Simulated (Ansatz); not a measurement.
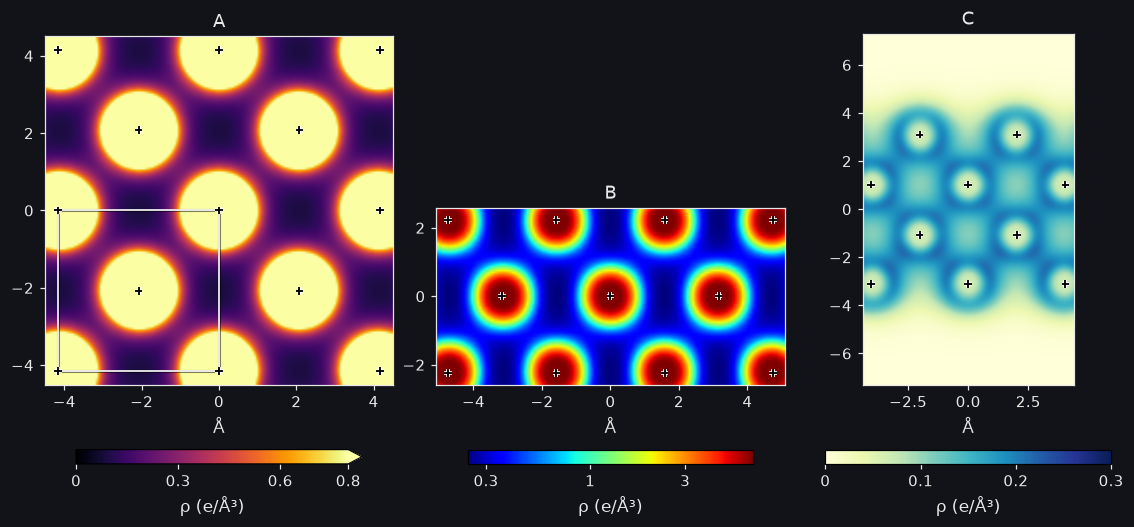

The valence charge density (pseudo) of 3 systems, each on a plane through atoms (crosses mark nuclei in the plane).

Computed with DFT PBE, scalar-relativistic, plane waves, PAW in Ansatz 0.2.0.

System 1: Mo, the (101̄) plane of the conventional cell. Space group Im-3m; computed without spin polarisation.

System 2: Au, the (010) plane of the conventional cell. Space group Fm-3m; a structure from a database of computed crystals, not necessarily the ambient phase; computed without spin polarisation.

```yaml
crystal:
  lattice:
    - [4.15790, 0.00000, 0.00000]
    - [0.00000, 4.15790, 0.00000]
    - [0.00000, 0.00000, 4.15790]
  atoms:
    - { symbol: Au, position: [0.00000, 0.00000, 0.00000] }
    - { symbol: Au, position: [0.50000, 0.50000, 0.00000] }
    - { symbol: Au, position: [0.50000, 0.00000, 0.50000] }
    - { symbol: Au, position: [0.00000, 0.50000, 0.50000] }
```

System 3: Al (slab), the (110) plane of the calculation cell, a cut from vacuum to vacuum. 

```
Al
1.0
     5.71430    0.00000    0.00000
     0.00000    5.71430    0.00000
     0.00000    0.00000   23.06093
Al
16
Direct
  0.25000 0.25000 0.36859
  0.25000 0.75000 0.36859
  0.75000 0.25000 0.36859
  0.75000 0.75000 0.36859
  0.50000 0.50000 0.45620
  0.50000 0.00000 0.45620
  0.00000 0.50000 0.45620
  0.00000 0.00000 0.45620
  0.75000 0.75000 0.54743
  0.75000 0.25000 0.54743
  0.25000 0.75000 0.54743
  0.25000 0.25000 0.54743
  0.00000 0.00000 0.63757
  0.00000 0.50000 0.63757
  0.50000 0.00000 0.63757
  0.50000 0.50000 0.63757
```

Which map belongs to which system?

Panel A is system 2, Au: the plane holds Au. Au–Au (2.94 Å): ρ is about 0.25 e/Å³ halfway. Panel B is system 1, Mo: the plane holds Mo. Mo–Mo (2.74 Å): ρ at the midpoint is about 0.37 e/Å³. Panel C is system 3, Al: the plane holds Al. Al–Al (2.86 Å): the density is about 0.2 e/Å³ at the midpoint.
